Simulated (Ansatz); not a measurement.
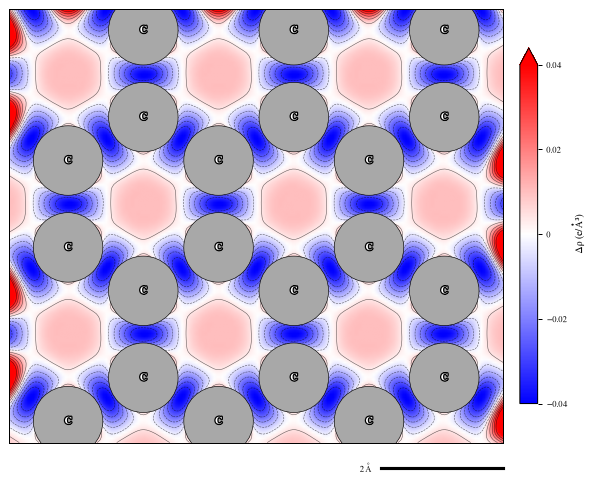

C. Difference of the valence pseudo-densities of two functionals at the same geometry, on the (010) plane of the calculation cell: LDA less r2SCAN.

Both computed with Ansatz (plane waves, PAW), on the same k-point mesh. Grey discs cover the atomic cores.

```cif
data_structure
_symmetry_space_group_name_H-M 'P 1'
_symmetry_Int_Tables_number 1
_cell_length_a 2.4550
_cell_length_b 7.0580
_cell_length_c 2.4550
_cell_angle_alpha 100.016
_cell_angle_beta 60.000
_cell_angle_gamma 100.016
_cell_volume 36.09
loop_
_atom_site_label
_atom_site_type_symbol
_atom_site_fract_x
_atom_site_fract_y
_atom_site_fract_z
_atom_site_occupancy
C1 C 0.91911 0.75734 0.91911 1
C2 C 0.25245 0.75734 0.25245 1
C3 C 0.74755 0.24266 0.74755 1
C4 C 0.08089 0.24266 0.08089 1
```

### What does the difference map show?

Against r2SCAN, LDA gives less density around C (−0.014 e/Å³ on average at 0.8 Å from the nucleus) and a change of −0.041 e/Å³ at the midpoint of C–C.
